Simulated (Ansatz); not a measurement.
TiO₂

Input

```
crystal:
  lattice:
    - [4.5998373239, 0.0, 0.0]
    - [0.0, 4.5998373239, 0.0]
    - [0.0, 0.0, 2.95921356]
  atoms:
    - { symbol: Ti, position: [0.0, 0.0, 0.5] }
    - { symbol: Ti, position: [0.5, 0.5, 0.0] }
    - { symbol: O, position: [0.30432132, 0.30432132, 0.5] }
    - { symbol: O, position: [0.19567868, 0.80432132, 0.0] }
    - { symbol: O, position: [0.80432132, 0.19567868, 0.0] }
    - { symbol: O, position: [0.69567868, 0.69567868, 0.5] }
hamiltonian:
  xc: blyp
  pseudopotentials: { kind: paw }
kpoints:
  mp_grid: { grid: [6, 6, 9] }
scf:
  occupations: { method: fermi_dirac, width: 0.05 }
output:
  forces: true
  stress: true
  write_density: true
  write_potential: true
  elf: true
  volumetric_format: npy
relax:
  f_tol: 0.01
  max_steps: 40
  cell: { stress_tol: 0.05 }
```

Launched as:

```sh
ansatz run input.yaml --threads 2 --pin off --max-ram 5632MiB --backend cpu --events-out ev --progress --plain --runs-dir out
```

Below, planes, directions and counts refer to the conventional cell (a = 4.68 Å, b = 4.68 Å, c = 2.98 Å, α = 90.00°, β = 90.00°, γ = 90.00°).

The fields are those of the relaxed geometry.

Space group P4₂/mnm; a structure from a database of computed crystals, not necessarily the ambient phase.

Computed with Ansatz 0.2.0, Kohn-Sham DFT of a periodic cell, BLYP, Ansatz PAW.

The density is the valence pseudo-density of a PAW calculation; it isn't the true density close to the nuclei.

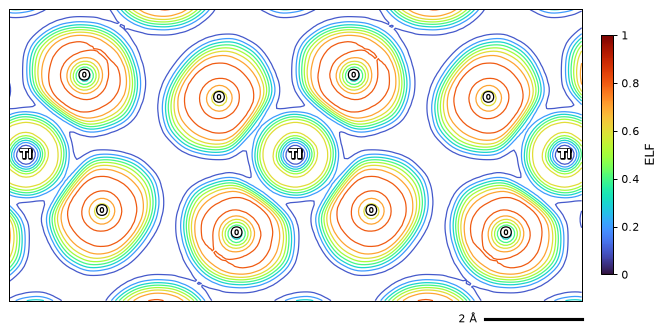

Figure 1. Electron localisation function on the (111) plane of the conventional cell.

> Read the bonding off the picture.

The plane passes through Ti and O nuclei. Ti–O (1.97 Å): the ELF peaks at about 0.80 in the valence shell of O, 0.6 Å from its nucleus, and is about 0.20 at the midpoint (no localised pair shows between them). Ti–O (2.02 Å): the ELF peaks at about 0.85 in the valence shell of O, 0.6 Å from its nucleus, and is about 0.20 at the midpoint: no localised pair shows between them. The features right at Ti lie inside the PAW spheres, where the map follows smoothed inner orbitals and isn't to be read closely.

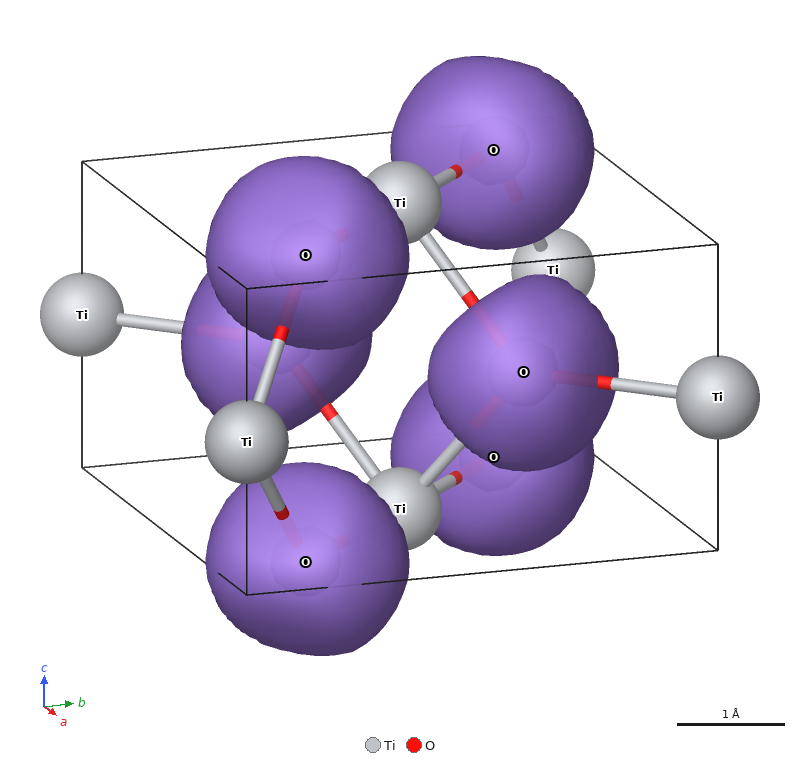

Figure 2. Isosurface of the electron localisation function at 0.65 (purple), seen slightly off an axis. Only the valence region is drawn (cores and ρ < 0.01 e/Å³ removed). Sticks mark near contacts.

> Describe the localisation domains.

At this value the surface marks out four regions wrapped around O (the valence shell of each), counted in one cell of 6 atoms. Regions shared between cells count once.

> Metal or insulator at this level of theory?

It is gapped, with a Kohn–Sham gap of 1.8 eV on the k-point mesh (the band edges may lie off the mesh, which would make the gap smaller).
